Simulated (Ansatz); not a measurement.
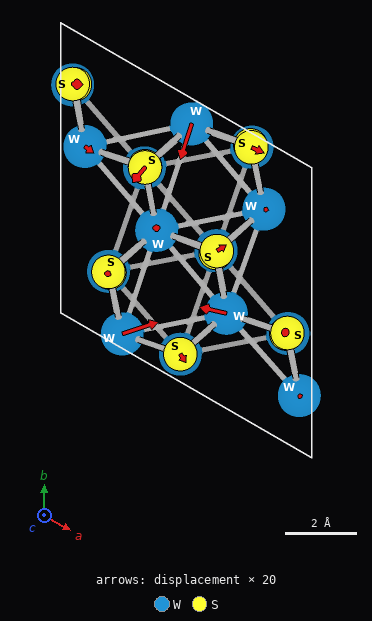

A relaxation of a defect cell of composition W$_{14}$S$_{27}$ (cell charge −1). The starting structure is drawn; red arrows show the displacements, 20 times their true length.

A ball-and-stick model of the cell of the calculation, seen along the c axis.

Case: S vacancy (site f), charge -1, atoms relaxed at the host's cell.

Theory: Ansatz 0.2.0, DFT LDA, scalar-relativistic, plane waves, PAW. (plane-wave cutoff 420 eV; k-point mesh 2 × 2 × 2; occupations gaussian; smearing width 0.01 eV; collinear spin; atoms relaxed in a fixed cell; force threshold 0.025 eV/Å; at most 45 steps)

Q: Which element moves most?

A: Tungsten: up to 0.062 Å, against 0.040 Å for sulfur.

Q: Describe the change and its energy.

A: A W atom moves most: 0.062 Å along [−1 −3 1]. By element the largest moves are W 0.062 Å, S 0.040 Å. The cell doesn't change. Among the contacts that change: W–W 3.027 → 2.934 Å, W–W 3.197 → 3.134 Å, W–W 3.035 → 3.086 Å, W–W 3.191 → 3.240 Å. Bond angles that change, for instance: W–S–W 79.5° → 81.6°. Over 6 accepted moves (7 points after the start) the energy falls by 55.5 meV per cell of the calculation. The largest force component goes from 0.78 to 0.0023 eV/Å. The line search rejected the trial step at point 4 of the run. The program noted that the starting moments weren't kept.

Limits of the set-up: the k-point mesh is coarse for a cell with partly filled bands; the periodic images lie only 8.3 Å apart, so the values are limited by the cell's size; the cell is charged, on a uniform background, and energies carry no finite-size correction.
